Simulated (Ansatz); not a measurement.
# CoO: one change and its effect

System: CoO (2 atoms in the cell).
Method of the first run: Kohn-Sham DFT of a periodic cell, PBEsol, all-electron LAPW, scalar-relativistic, spin-polarised (Ansatz 0.2.0).

The structure derives from a Materials Project entry. Text and figures count atoms from 1; the logs count them from 0 in places.

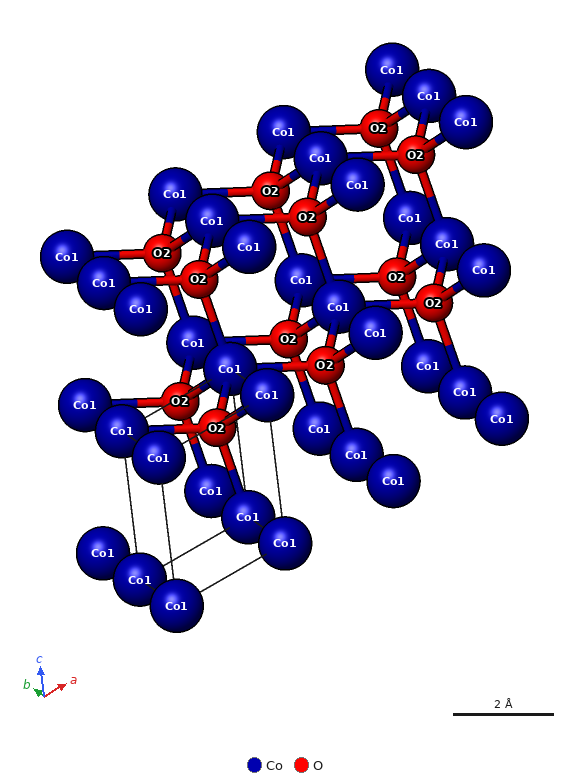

The starting structure (ball-and-stick view of the cell of the calculation, repeated 3 × 2 × 2, seen slightly off an axis; atoms are numbered from 1 in the order of the input). An atom can appear more than once, as a periodic image.

## Input file, the first run
```yaml
crystal:
  lattice:
    - [1.6022198417, 0.9250420569, 2.5664708903]
    - [-1.6022198417, 0.9250420569, 2.5664708903]
    - [0.0, -1.8500841138, 2.5664708903]
  atoms:
    - { symbol: Co, position: [0.99897832, 0.99897832, 0.99897832], spin: 2.0 }
    - { symbol: O, position: [0.75102103, 0.75102103, 0.75102103] }
kpoints:
  mp_grid: { grid: [7, 7, 7] }
scf:
  occupations: { method: fermi_dirac, width: 0.05 }
hamiltonian:
  xc: pbesol
  pseudopotentials: { kind: all_electron, lapw: { basis_error: 0.001 } }
magnetization:
  spin_polarized: true
output:
  forces: true
  stress: true
relax:
  f_tol: 0.005
  max_steps: 60
  cell: {}
```

Command:
```bash
ansatz run input.yaml --threads 2 --pin off --max-ram 6144MiB --backend cpu --events-out ev --progress --plain --runs-dir out
```

Hardware: 2 threads of Intel Xeon @ 2.50GHz (Skylake/Cascade Lake), 189 GiB of memory available, shared host.

## Output, shortened to warnings, some set-up lines, iterations and results (the first run)
```
Basis set: ecut = 485.68633648685136 eV, 537 PW (Γ), exchange–correlation at level 2
Symmetry: 6 space group operations
k-points: 44 of 343 (time reversal used)
Initial density: superposition of atomic densities (chi_scale 0.1, normalization cell, long waves kept (reshape's long-wave potential 0.00 eV rms))
[...]
SCF iter   1: F=—  HF=-39925.383347 eV  |F-HF|=—  |Δ(HF+E_count)|=         —  Δρ=5.04e-2 (↑5.04e-2 ↓3.79e-2)  dr2=1.88e0  dr2_m=5.54e-2  M=2.343 μB ∫|m|=2.343 μB  β_m=0.30  …
SCF iter   2: F=—  HF=-39924.927746 eV  |F-HF|=—  |Δ(HF+E_count)|=   4.56e-1  Δρ=2.83e-2 (↑2.83e-2 ↓1.81e-2)  dr2=5.29e-1  dr2_m=2.59e-2  M=2.317 μB ∫|m|=2.317 μB  β_m=0.41  …
SCF iter   3: F=—  HF=-39924.893773 eV  |F-HF|=—  |Δ(HF+E_count)|=   3.40e-2  Δρ=1.21e-2 (↑1.21e-2 ↓9.46e-3)  dr2=8.11e-2  dr2_m=1.02e-2  M=2.365 μB ∫|m|=2.367 μB  β_m=0.56  …
SCF iter   4: F=—  HF=-39924.958320 eV  |F-HF|=—  |Δ(HF+E_count)|=         —  Δρ=1.65e-2 (↑1.65e-2 ↓1.14e-2)  dr2=1.28e-2  dr2_m=3.96e-2  M=2.703 μB ∫|m|=2.707 μB  β_m=0.56  …
SCF iter   5: F=—  HF=-39924.946088 eV  |F-HF|=—  |Δ(HF+E_count)|=   1.22e-2  Δρ=1.16e-2 (↑7.09e-3 ↓1.16e-2)  dr2=1.65e-2  dr2_m=1.59e-2  M=2.765 μB ∫|m|=2.769 μB  β_m=0.72  …
[... 64 lines ...]
SCF iter   1: F=—  HF=-39924.987383 eV  |F-HF|=—  |Δ(HF+E_count)|=         —  Δρ=1.66e-5 (↑1.66e-5 ↓1.48e-5)  dr2=8.11e-9  dr2_m=9.55e-10  M=2.086 μB ∫|m|=2.096 μB  β_m=0.65  …
SCF iter   2: F=—  HF=-39924.987384 eV  |F-HF|=—  |Δ(HF+E_count)|=   1.12e-6  Δρ=5.95e-6 (↑5.95e-6 ↓5.39e-6)  dr2=1.88e-9  dr2_m=1.58e-10  M=2.086 μB ∫|m|=2.096 μB  β_m=0.40  …
SCF iter   3: F=-39924.987385 eV  HF=-39924.987384 eV  |F-HF|=1.25e-7  |Δ(HF+E_count)|=   2.55e-8  Δρ=5.23e-6 (↑5.23e-6 ↓4.72e-6)  dr2=4.38e-10  dr2_m=1.30e-10  M=2.086 μB …
SCF 8 converged in 3 iterations: F = -39924.987385 eV  dr2 = 4.38e-10
relax step   8: F+E_penalty+E_count = -39924.98738462 eV  Δ(F+E_penalty+E_count) = -7.392e-6 eV  max|allowed force component| = 3.083e-4 eV/Å  Δτ_max = 0.0000 Å  P = -0.005 …
basis re-selected at this cell: Δ(F+E_penalty+E_count) = -7.392e-6 eV, ΔP = -0.001 GPa vs the last step (what re-selecting the basis moved, after the strain that the cell walked since its last selection, with what the two solves' SCF thresholds leave and, on support functions, any second-order …
SCF converged after 3 iterations
Magnetization: 2.0861 μB (13.5431 up, 11.4569 down)
Absolute magnetization: 2.0957 μB (∫|ρ↑−ρ↓|)
Spin contamination: 0.0154 ħ² per cell (⟨S²⟩ above its minimum at these occupations)
Per-site moments (μB) at R_I (Å): [(1.7923334506832305, 0.9893681676387066), (0.19969898707233957, 0.8067881765447044)]
Free energy (F): -39924.987385 eV
Harris-Foulkes:  -39924.987384 eV  (|F-HF|=1.25e-7)
Internal energy: -39924.970761 eV  (E = F + TS)
E sigma→0 (E₀):  -39924.979073 eV
Entropy (-TS):   -0.016623 eV (-8.312 meV/atom)
Fermi energy:    12.699195 eV
--- Per-component energies (eV) ---
  E_band       = -1319.859417
  E_kinetic    = 40479.936589
  E_xc         = -1816.144550
  E_electrostatic = -78588.762801  (all electrons and nuclei)
  E_smearing   = -0.016623  (= −TS)
  E_closure    = 0.000000  (closes the sum)
  E_atoms      = -39909.458948  (free atoms, spherical and without spin; not in F)
  Σ components = -39924.987385   (vs F -39924.987385, Δ=0.00e0)
  Basis errors (estimates in eV, not in F): energy 4.8e-4 per atom: plane waves 4.3e-4 (2.6e-4 summed), levels above the bands 2.7e-115, relativity 4.9e-8, radial functions 4.7e-5, core shells 1.0e-6; eigenvalues (radial functions only) 8.0e-6; not estimated: angular momenta, meshes, grids; target …
--- Forces (eV/Å), atoms counted from 1 ---
  atom   1  Co     0.00000000    -0.00000000    -0.00031273
  atom   2  O     -0.00000000     0.00000000     0.00030389
  max |Σ_I F_I| component: 8.84e-6 eV/Å
--- Stress (GPa, compression-positive) ---
       -0.008421       0.000000       0.000000
        0.000000      -0.008421      -0.000000
        0.000000      -0.000000       0.000706
  P = ⅓ Tr σ = -0.0054 GPa (-0.054 kbar)
--- Relaxed structure (7 steps of the walk, 7 accepted, 1 SCFs on fresh bases) ---
  F+E_penalty+E_count = -39924.98738462 eV   max|allowed force component| = 3.083e-4 eV/Å   (the final SCF, on the basis selected at the relaxed cell)
  cell:  # Å, volume = 20.8250 Å³
    - [1.5441504437443063, 0.8915156743650554, 2.5212454270095326]
[...]
```

For the second run the input was changed thus:
```diff
+  dispersion: d4
```

What does this change do to the results?

The total energies belong to different models, so their difference says nothing on which is more stable or more accurate. The net moment of the cell goes from 2.09 to 2.00 μB. The volume per atom goes from 10.41 to 10.26 Å³. The SCF takes 63 iterations over all geometry steps against 58.

## Output, shortened to warnings, some set-up lines, iterations and results (the second run)
```
Basis set: ecut = 485.68633648685136 eV, 537 PW (Γ), exchange–correlation at level 2
Symmetry: 6 space group operations
k-points: 44 of 343 (time reversal used)
Initial density: superposition of atomic densities (chi_scale 0.1, normalization cell, long waves kept (reshape's long-wave potential 0.00 eV rms))
[...]
SCF iter   1: F=—  HF=-39925.656510 eV  |F-HF|=—  |Δ(HF+E_count)|=         —  Δρ=5.04e-2 (↑5.04e-2 ↓3.79e-2)  dr2=1.88e0  dr2_m=5.54e-2  M=2.343 μB ∫|m|=2.343 μB  β_m=0.30  …
SCF iter   2: F=—  HF=-39925.200909 eV  |F-HF|=—  |Δ(HF+E_count)|=   4.56e-1  Δρ=2.83e-2 (↑2.83e-2 ↓1.81e-2)  dr2=5.29e-1  dr2_m=2.59e-2  M=2.317 μB ∫|m|=2.317 μB  β_m=0.41  …
SCF iter   3: F=—  HF=-39925.166936 eV  |F-HF|=—  |Δ(HF+E_count)|=   3.40e-2  Δρ=1.21e-2 (↑1.21e-2 ↓9.46e-3)  dr2=8.11e-2  dr2_m=1.02e-2  M=2.365 μB ∫|m|=2.367 μB  β_m=0.56  …
SCF iter   4: F=—  HF=-39925.231483 eV  |F-HF|=—  |Δ(HF+E_count)|=         —  Δρ=1.65e-2 (↑1.65e-2 ↓1.14e-2)  dr2=1.28e-2  dr2_m=3.96e-2  M=2.703 μB ∫|m|=2.707 μB  β_m=0.56  …
SCF iter   5: F=—  HF=-39925.219251 eV  |F-HF|=—  |Δ(HF+E_count)|=   1.22e-2  Δρ=1.16e-2 (↑7.09e-3 ↓1.16e-2)  dr2=1.65e-2  dr2_m=1.59e-2  M=2.765 μB ∫|m|=2.769 μB  β_m=0.72  …
[... 71 lines ...]
SCF iter   1: F=—  HF=-39925.286388 eV  |F-HF|=—  |Δ(HF+E_count)|=         —  Δρ=1.64e-5 (↑1.64e-5 ↓1.47e-5)  dr2=4.04e-9  dr2_m=2.34e-10  M=2.001 μB ∫|m|=2.011 μB  β_m=0.65  …
SCF iter   2: F=—  HF=-39925.286389 eV  |F-HF|=—  |Δ(HF+E_count)|=   1.09e-6  Δρ=5.75e-6 (↑5.75e-6 ↓5.18e-6)  dr2=5.45e-10  dr2_m=4.16e-11  M=2.001 μB ∫|m|=2.011 μB  β_m=0.50 …
SCF iter   3: F=-39925.286389 eV  HF=-39925.286389 eV  |F-HF|=3.77e-8  |Δ(HF+E_count)|=   1.11e-7  Δρ=3.00e-6 (↑3.00e-6 ↓2.78e-6)  dr2=3.28e-10  dr2_m=1.74e-11  M=2.001 μB …
SCF 9 converged in 3 iterations: F = -39925.286389 eV  dr2 = 3.28e-10
relax step   9: F+E_penalty+E_count = -39925.28638934 eV  Δ(F+E_penalty+E_count) = -7.302e-6 eV  max|allowed force component| = 7.666e-5 eV/Å  Δτ_max = 0.0000 Å  P = -0.000 …
basis re-selected at this cell: Δ(F+E_penalty+E_count) = -7.302e-6 eV, ΔP = +0.000 GPa vs the last step (what re-selecting the basis moved, after the strain that the cell walked since its last selection, with what the two solves' SCF thresholds leave and, on support functions, any second-order …
SCF converged after 3 iterations
Magnetization: 2.0007 μB (13.5003 up, 11.4997 down)
Absolute magnetization: 2.0114 μB (∫|ρ↑−ρ↓|)
Spin contamination: 0.0152 ħ² per cell (⟨S²⟩ above its minimum at these occupations)
Per-site moments (μB) at R_I (Å): [(1.7214466730171498, 0.984412369016524), (0.18946942039311399, 0.8027469309654615)]
Free energy (F): -39925.286389 eV
Harris-Foulkes:  -39925.286389 eV  (|F-HF|=3.77e-8)
Internal energy: -39925.270718 eV  (E = F + TS)
E sigma→0 (E₀):  -39925.278553 eV
Entropy (-TS):   -0.015672 eV (-7.836 meV/atom)
Fermi energy:    12.993578 eV
--- Per-component energies (eV) ---
  E_band       = -1314.000394
  E_kinetic    = 40480.727211
  E_xc         = -1816.318741
  E_electrostatic = -78589.378172  (all electrons and nuclei)
  E_disp       = -0.301016  (pairwise vdW)
  E_smearing   = -0.015672  (= −TS)
  E_closure    = 0.000000  (closes the sum)
  E_atoms      = -39909.458948  (free atoms, spherical and without spin; not in F)
  Σ components = -39925.286389   (vs F -39925.286389, Δ=0.00e0)
  Basis errors (estimates in eV, not in F): energy 4.8e-4 per atom: plane waves 4.3e-4 (2.6e-4 summed), levels above the bands 2.4e-116, relativity 4.7e-8, radial functions 4.5e-5, core shells 1.2e-6; eigenvalues (radial functions only) 8.2e-6; not estimated: angular momenta, meshes, grids; target …
--- Forces (eV/Å), atoms counted from 1 ---
  atom   1  Co    -0.00000000     0.00000000     0.00007400
  atom   2  O      0.00000000    -0.00000000    -0.00007932
  max |Σ_I F_I| component: 5.32e-6 eV/Å
--- Stress (GPa, compression-positive) ---
       -0.004901       0.000000       0.000000
        0.000000      -0.004901       0.000000
        0.000000       0.000000       0.009648
  P = ⅓ Tr σ = -0.0001 GPa (-0.001 kbar)
--- Relaxed structure (8 steps of the walk, 8 accepted, 1 SCFs on fresh bases) ---
  F+E_penalty+E_count = -39925.28638934 eV   max|allowed force component| = 7.666e-5 eV/Å   (the final SCF, on the basis selected at the relaxed cell)
  cell:  # Å, volume = 20.5136 Å³
[...]
```

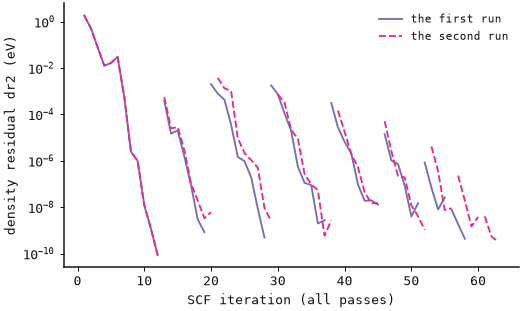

Convergence of the two runs: density residual dr2 against the SCF iteration. A break in a curve parts two SCF passes. The first run takes 58 iterations in all, and the second run takes 63.

## The two runs side by side

```tsv
quantity	the first run	the second run
outcome	converged	converged
free energy per atom (eV)	−19962.4937	−19962.6432
energy per atom, smearing taken to zero (eV)	−19962.4895	−19962.6393
net moment of the cell (μB)	2.09	2.00
absolute moment of the cell (μB)	2.10	2.01
pressure (GPa)	−0.01	0.00
volume per atom (Å³)	10.41	10.26
largest force (eV/Å)	0.000	0.000
SCF iterations	58	63
irreducible k-points	44	44
wall time (shared host)	4 min	4.2 min
```

For both runs: Points of doubt noted for this run: coarse mesh for a metal.
